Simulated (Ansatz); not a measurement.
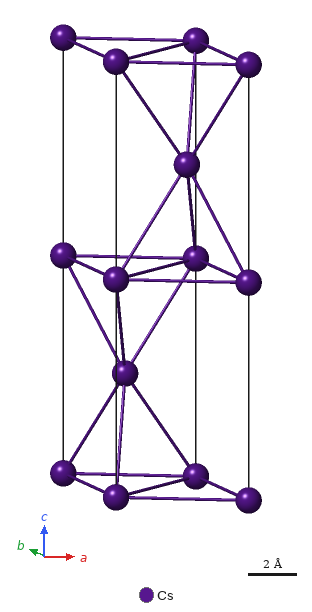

This is a symmetric starting cell of Cs. A ball-and-stick model of the cell of the calculation, seen slightly off an axis.

Theory: DFT PBEsol, scalar-relativistic, plane waves, PAW in Ansatz 0.2.0. (plane-wave cutoff 420 eV; k-point mesh 9 × 9 × 4; occupations gaussian; smearing width 0.1 eV; no spin polarisation)

Change: The cell is strained by −2.4 % along c and −0.9 % across it (volume −4.1 %), the atoms keeping their fractional coordinates. No relaxation follows. The starting cell wasn't computed here and needn't be at equilibrium, so pressure and forces aren't due to the change alone.

**What does the calculation give for the changed structure?**

The pressure is −0.2 GPa (not all of it need come from the change, since the unchanged cell can be under pressure at this level too). All forces vanish by symmetry. Among the bonded contacts that change: Cs–Cs 5.636 → 5.530 Å, Cs–Cs 5.566 → 5.517 Å. The space group stays P6_3/mmc (No. 194).

Drawn alike, the variant:

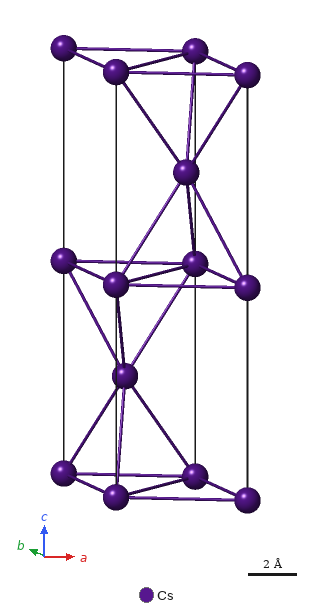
